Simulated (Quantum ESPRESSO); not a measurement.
# 2H-MoS2, 3 layers, AA' stacking: a series in the field along the normal, part 2 of 4

What law, if any, do the results for 2H-MoS2, 3 layers, AA' stacking follow against the field along the normal?

Quantum ESPRESSO 7.5; plane-wave DFT, PBE, GBRV ultrasoft pseudopotentials.

So far. Step 2 (Variable-cell relaxation of the reference):  The last row is no step: it is a fresh SCF in the final cell with a new plane-wave basis, +1 meV from the row before.

### Step 3. Ground state, 0 V/Å

The self-consistent run of this member.

Level of this step: plane-wave DFT, PBE, GBRV ultrasoft pseudopotentials (Quantum ESPRESSO 7.5).

m0.scf.in reads:

```
&control
  prefix = 'm0.scf'
  outdir = './out'
  pseudo_dir = './pseudo'
  calculation = 'scf'
  tprnfor = .true.
  tefield = .true.
  dipfield = .true.
/
&system
  ibrav = 0
  nat = 9
  ntyp = 2
  ecutwfc = 40
  ecutrho = 200
  occupations = 'smearing'
  smearing = 'fd'
  degauss = 0.002
  edir = 3
  emaxpos = 0.97
  eopreg = 0.04
  eamp = 0.0
  nbnd = 45
/
&electrons
  conv_thr = 1e-09
  mixing_beta = 0.4
  electron_maxstep = 120
  mixing_mode = 'plain'
/
ATOMIC_SPECIES
  S   32.0600  s_pbe_v1.4.uspp.F.UPF
  Mo  95.9500  mo_pbe_v1.uspp.F.UPF
CELL_PARAMETERS angstrom
  3.15303796000000 0.00000000000000 0.00000000000000
  -1.57651898000000 2.73061097300000 0.00000000000000
  0.00000000000000 0.00000000000000 33.18779321400000
ATOMIC_POSITIONS crystal
  S   0.333333333300 0.666666666700 0.268565368800
  Mo  0.000000000000 0.000000000000 0.315765764100
  S   0.333333333300 0.666666666700 0.362932671100
  S   0.000000000000 0.000000000000 0.452843471900
  Mo  0.333333333300 0.666666666700 0.500000000000
  S   0.000000000000 0.000000000000 0.547156528100
  S   0.333333333300 0.666666666700 0.637067328900
  Mo  0.000000000000 0.000000000000 0.684234235900
  S   0.333333333300 0.666666666700 0.731434631200
K_POINTS automatic
  12 12 1 0 0 0
```

On the command line:

```console
$ OMP_NUM_THREADS=1 mpirun -n 4 pw.x -nk 4 -in m0.scf.in > m0.scf.out
```

Log:

```text
[banner, memory and clock lines left out]
Program PWSCF v.7.5 starts
[citation notice left out]

[...]
bravais-lattice index     =            0
     lattice parameter (alat)  =       5.9584  a.u.
     unit-cell volume          =    1928.2530 (a.u.)^3
     number of atoms/cell      =            9
     number of atomic types    =            2
     number of electrons       =        78.00
     number of Kohn-Sham states=           45
     kinetic-energy cutoff     =      40.0000  Ry
     charge density cutoff     =     200.0000  Ry
     scf convergence threshold =      1.0E-09
     mixing beta               =       0.4000
     number of iterations used =            8  plain     mixing
     Exchange-correlation= SLA  PW   PBE  PBE
                           (   1   4   3   4   0   0   0)

[...]
PseudoPot. # 1 for S  read from file:
     ./pseudo/s_pbe_v1.4.uspp.F.UPF
     Pseudo is Ultrasoft + core correction, Zval =  6.0
     Generated by new atomic code, or converted to UPF format
     Using radial grid of  907 points,  6 beta functions with:
                l(1) =   0
                l(2) =   0
                l(3) =   1
                l(4) =   1
                l(5) =   2
                l(6) =   2
     Q(r) pseudized with  8 coefficients,  rinner =    1.300   1.300   1.300
                                                       1.300   1.300

     PseudoPot. # 2 for Mo read from file:
     ./pseudo/mo_pbe_v1.uspp.F.UPF
     Pseudo is Ultrasoft + core correction, Zval = 14.0
     Generated by new atomic code, or converted to UPF format
     Using radial grid of  889 points,  6 beta functions with:
                l(1) =   0
                l(2) =   0
                l(3) =   1
                l(4) =   1
                l(5) =   2
                l(6) =   2
     Q(r) pseudized with  6 coefficients,  rinner =    1.000   1.000   1.000
                                                       1.000   1.000

     atomic species   valence    mass     pseudopotential
     S                 6.00    32.06000     S ( 1.00)
     Mo               14.00    95.95000     Mo( 1.00)

     No symmetry found

[...]
number of k points=    74  Fermi-Dirac smearing, width (Ry)=  0.0020
[...]
Dense  grid:    92413 G-vectors     FFT dimensions: (  27,  27, 288)

     Smooth grid:    65527 G-vectors     FFT dimensions: (  24,  24, 256)

     Initial potential from superposition of free atoms

     starting charge      77.9966, renormalised to      78.0000

     negative rho (up, down):  3.761E-03 0.000E+00

     Adding external electric field

     Computed dipole along edir(3) :
        Dipole                0.0000 Ry au,          0.0000 Debye
        Dipole field          0.0000 Ry au,

        Potential amp.       -0.0000 Ry
        Total length         60.2072 bohr

     Starting wfcs are   63 randomized atomic wfcs

     per-process dynamical memory:   176.9 Mb

     Self-consistent Calculation

     iteration #  1     ecut=    40.00 Ry     beta= 0.40
     Davidson diagonalization with overlap
     ethr =  1.00E-02,  avg # of iterations =  2.0

     Threshold (ethr) on eigenvalues was too large:
     Diagonalizing with lowered threshold

     Davidson diagonalization with overlap
     ethr =  3.19E-04,  avg # of iterations =  2.5

     negative rho (up, down):  3.788E-03 0.000E+00

     Adding external electric field

     Computed dipole along edir(3) :
        Dipole                0.0000 Ry au,          0.0001 Debye
        Dipole field          0.0000 Ry au,

        Potential amp.       -0.0000 Ry
        Total length         60.2072 bohr

     total energy              =    -563.13122251 Ry
     estimated scf accuracy    <       0.32770694 Ry

     iteration #  2     ecut=    40.00 Ry     beta= 0.40
[...]
negative rho (up, down):  3.765E-03 0.000E+00

[...]
Dipole               -0.0006 Ry au,         -0.0015 Debye
[...]
total energy              =    -563.16161533 Ry
     estimated scf accuracy    <       0.11905193 Ry

     iteration #  3     ecut=    40.00 Ry     beta= 0.40
[...]
negative rho (up, down):  3.778E-03 0.000E+00

[...]
Dipole                0.0019 Ry au,          0.0049 Debye
[...]
total energy              =    -563.18287273 Ry
     estimated scf accuracy    <       0.02532792 Ry

     iteration #  4     ecut=    40.00 Ry     beta= 0.40
[...]
negative rho (up, down):  3.775E-03 0.000E+00

[...]
Dipole               -0.0014 Ry au,         -0.0035 Debye
[...]
total energy              =    -563.18403411 Ry
     estimated scf accuracy    <       0.01111285 Ry

     iteration #  5     ecut=    40.00 Ry     beta= 0.40
[...]
c_bands:  3 eigenvalues not converged
[...]
negative rho (up, down):  3.766E-03 0.000E+00

[...]
Dipole                0.0010 Ry au,          0.0025 Debye
[...]
total energy              =    -563.18523290 Ry
     estimated scf accuracy    <       0.00470155 Ry

     iteration #  6     ecut=    40.00 Ry     beta= 0.40
[...]
negative rho (up, down):  3.763E-03 0.000E+00

[...]
Dipole               -0.0002 Ry au,         -0.0005 Debye
[...]
total energy              =    -563.18572024 Ry
     estimated scf accuracy    <       0.00167173 Ry

[...]
iteration # 14     ecut=    40.00 Ry     beta= 0.40
[...]
negative rho (up, down):  3.756E-03 0.000E+00

[...]
Dipole                0.0000 Ry au,          0.0000 Debye
[...]
total energy              =    -563.18579795 Ry
     estimated scf accuracy    <       0.00000004 Ry

     iteration # 15     ecut=    40.00 Ry     beta= 0.40
[...]
negative rho (up, down):  3.756E-03 0.000E+00

[...]
Dipole                0.0000 Ry au,          0.0001 Debye
[...]
total energy              =    -563.18579796 Ry
     estimated scf accuracy    <          7.1E-09 Ry

     iteration # 16     ecut=    40.00 Ry     beta= 0.40
[...]
negative rho (up, down):  3.756E-03 0.000E+00

[...]
Dipole               -0.0000 Ry au,         -0.0000 Debye
[...]
total energy              =    -563.18579796 Ry
     estimated scf accuracy    <          7.8E-09 Ry

     iteration # 17     ecut=    40.00 Ry     beta= 0.40
[...]
negative rho (up, down):  3.756E-03 0.000E+00

[...]
Dipole                0.0000 Ry au,          0.0000 Debye
[...]
End of self-consistent calculation

          k = 0.0000 0.0000 0.0000 (  8101 PWs)   bands (ev):

   -57.6511 -57.6489 -57.6488 -31.8037 -31.8013 -31.8012 -31.5656 -31.5656
   -31.5622 -31.5622 -31.5621 -31.5621 -11.1112 -10.9982 -10.8943  -9.8527
    -9.6654  -9.5129  -2.9283  -2.5491  -2.1473   0.5990   0.6079   0.6079
     0.6236   0.6236   0.6254   0.6254   1.3068   1.7221   1.7221   1.7486
     1.7486   1.7610   1.7610   2.1402   2.8738   3.4591   3.7867   6.0145
     6.0145   6.0326   6.0326   6.0453   6.0453

          k = 0.0000 0.0962 0.0000 (  8123 PWs)   bands (ev):

   -57.6483 -57.6461 -57.6460 -31.7982 -31.7957 -31.7957 -31.5938 -31.5903
   -31.5902 -31.5720 -31.5685 -31.5685 -11.0043 -10.8921 -10.7885  -9.8027
    -9.6205  -9.4732  -2.8079  -2.4321  -2.0294   0.3534   0.3684   0.3917
     0.3944   0.7171   0.7344   0.7376   0.8978   1.2410   1.5512   1.5796
     1.5936   1.8599   1.9928   2.4077   2.8698   3.3710   3.6095   5.9009
     5.9116   5.9233   5.9971   6.0282   6.0636

[...]
the Fermi energy is     4.2955 ev

!    total energy              =    -563.18579796 Ry
     estimated scf accuracy    <          9.8E-10 Ry
     smearing contrib. (-TS)   =      -0.00000000 Ry
     internal energy E=F+TS    =    -563.18579796 Ry

     The total energy is F=E-TS. E is the sum of the following terms:
     one-electron contribution =   -5861.20519068 Ry
     hartree contribution      =    2943.78558223 Ry
     xc contribution           =    -108.98118296 Ry
     ewald contribution        =    2463.21499344 Ry
     electric field correction =       0.00000000 Ry

     convergence has been achieved in  17 iterations

     negative rho (up, down):  3.756E-03 0.000E+00

     Forces acting on atoms (cartesian axes, Ry/au):

     atom    1 type  1   force =     0.00000001    0.00000001   -0.00431876
     atom    2 type  2   force =    -0.00000001   -0.00000004   -0.00255929
     atom    3 type  1   force =    -0.00000002    0.00000005   -0.00013312
     atom    4 type  1   force =    -0.00000003    0.00000002   -0.00009414
     atom    5 type  2   force =    -0.00000000   -0.00000003    0.00000261
     atom    6 type  1   force =     0.00000001    0.00000004    0.00008938
     atom    7 type  1   force =     0.00000003   -0.00000001    0.00013622
     atom    8 type  2   force =     0.00000002   -0.00000005    0.00255815
     atom    9 type  1   force =    -0.00000000    0.00000001    0.00431895

     Total force =     0.007103     Total SCF correction =     0.000199

[...]
```

It took 5.2 min on 4 MPI ranks of Arm Neoverse V1, shared host; peak memory 1.1 GiB.

This step gave:

```
free energy                          : -7662.5331 eV
Fermi energy                         : 4.295 eV
dipole along the normal              : 0 e·Å
valence top, on the run's zero       : 3.787 eV
conduction bottom, on the run's zero : 4.851 eV
gap by band count                    : 1.064 eV
```

### Step 4. Electrostatic potential, 0 V/Å

plot_num = 11 writes the bare and Hartree potential, from which vacuum levels or, in a crystal, the mean potential are read.

m0.pot.in reads:

```
&inputpp
  prefix = 'm0.scf'
  outdir = './out'
  filplot = 'm0.pot.dat'
  plot_num = 11
/
```

On the command line:

```console
$ OMP_NUM_THREADS=1 mpirun -n 4 pp.x -in m0.pot.in > m0.pot.out
```

Log:

```text
[banner, memory and clock lines left out]
Program POST-PROC v.7.5 starts

          URL

     ./out/m0.scf.save/

     IMPORTANT: XC functional enforced from input :
     Exchange-correlation= PBE
                           (   1   4   3   4   0   0   0)
     Any further DFT definition will be discarded
     Please, verify this is what you really want

     negative rho (up, down):  3.756E-03 0.000E+00

     Adding external electric field

     Computed dipole along edir(3) :
        Dipole                0.0000 Ry au,          0.0000 Debye
        Dipole field          0.0000 Ry au,

        Potential amp.       -0.0000 Ry
        Total length         60.2072 bohr

     Calling punch_plot, plot_num =  11

     Adding external electric field

     Computed dipole along edir(3) :
        Dipole                0.0000 Ry au,          0.0000 Debye
        Dipole field          0.0000 Ry au,

        Potential amp.       -0.0000 Ry
        Total length         60.2072 bohr

     Writing data to file  m0.pot.dat
     Message from routine chdens:
     namelist plot not found or invalid, exiting
```

It took 1.1 s on 4 MPI ranks; peak memory 0.11 GiB.

Read from the output:

| Property | Result |
| --- | --- |
| slope of the potential above | 2.44e-5 eV/Å |
| upper vacuum line continued to the top atoms, over the valence top | 5.346 eV |
| slope of the potential below | -2.12e-5 eV/Å |
| lower vacuum line continued to the bottom atoms, over the valence top | 5.346 eV |
| vacuum level at the upper face over the valence top of the mesh | 5.346 eV |
| vacuum level at the lower face over the valence top of the mesh | 5.346 eV |

The potential energy, planar mean oscillates, so the rows of the table below give means over windows of 2.5 Å about each position, cut where the curve ends. Its maxima inside the range that stand out by 2 % of the span (Å: eV): 9.6: -6.36, 11.4: -6.46, 13.5: 4.40, 15.7: -6.44, 17.5: -6.44, 19.7: 4.39, 21.8: -6.46, 23.6: -6.36. Its minima: 9.0: -14.0, 10.5: -28.2, 12.0: -14.1, 15.1: -14.1, 16.6: -28.2, 18.1: -14.1, 21.2: -14.1, 22.7: -28.2, 24.2: -14.0.

Electrostatic potential energy of an electron, with the sawtooth; zero at the highest filled level of the SCF mesh. The potential energy, planar mean by z; means over each step:

```tsv
z (Å)	potential energy, planar mean (eV)
0.0	5.35
2.5	5.35
5.0	5.34
7.5	2.04
10.0	-15.4
12.5	-4.17
15.0	-7.09
17.5	-14.6
20.0	-1.06
22.5	-14.6
25.0	-2.74
27.5	5.33
30.0	5.35
32.5	5.35
```

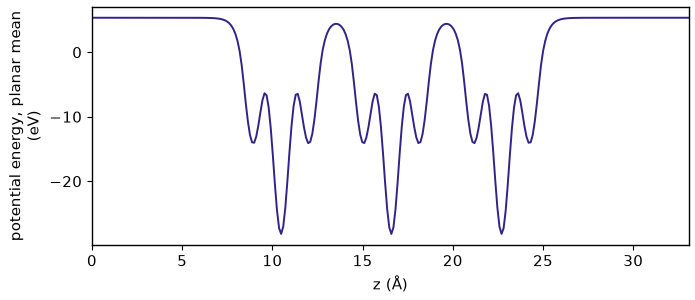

Potential energy, planar mean, plotted against z.

(Part 2 of 4 ends here.)

[Logs are printed without paths, hosts, clocks, repeated set-up lines and the standing remarks that a program may print on its own settings, such as how far it seeks lower states.]

[Hosts, paths, dates, database ids (printed as entryN), source tags and the programs' standing remarks are cut or masked in the printed files.]

[Maps of the electrostatic potential energy from Ansatz leave out the sawtooth potential of an applied field or a dipole correction, so their vacuum need not be flat; planar profiles and work functions include it.]
